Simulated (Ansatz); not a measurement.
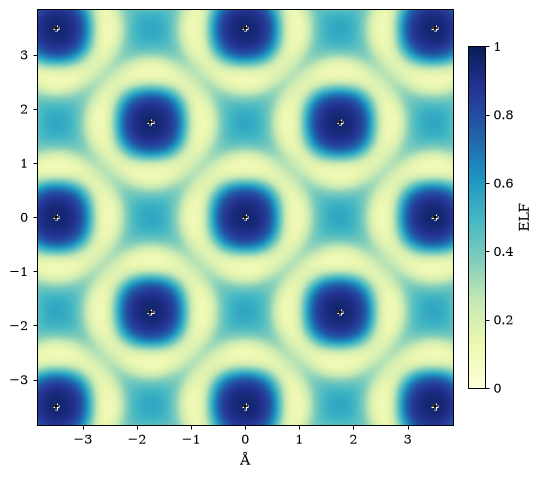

The ELF on a plane through atoms (crosses mark nuclei in the plane).

Level of theory: Ansatz, DFT, r2SCAN, plane waves (500 eV) with PAW, scalar-relativistic.

Candidates:
A. Pb, a = 3.79 Å, b = 3.79 Å, c = 3.79 Å, α = 90.00°, β = 90.00°, γ = 90.00°. Space group Im-3m; set up as Pb, bcc; a generated structure, not necessarily the stable one; changed on purpose from its base cell (volume × 0.88); computed pressure about 8 GPa in this cell.
B. V, a = 4.61 Å, b = 4.61 Å, c = 2.46 Å, α = 90.00°, β = 90.00°, γ = 120.00°. Space group P6/mmm; set up as V, omega (AlB2-type); a generated structure, not necessarily the stable one; changed on purpose from its base cell (volume × 1.12); computed pressure about −17 GPa in this cell; computed without spin polarisation.
C. Cr, a = 3.50 Å, b = 3.50 Å, c = 3.50 Å, α = 90.00°, β = 90.00°, γ = 90.00°. Space group Fm-3m; set up as Cr, fcc; a generated structure, not necessarily the stable one; changed on purpose from its base cell (volume × 0.92); computed pressure about 25 GPa in this cell; the program warned that a starting moment wasn't kept; spin-polarised, but the moments vanished.

Q: Which candidate gave the map?

A: Candidate C: Cr on the (100) plane of the conventional cell, which holds Cr. Cr–Cr (2.47 Å): the ELF is about 0.25 at the midpoint; no shared electron pair shows on this line.
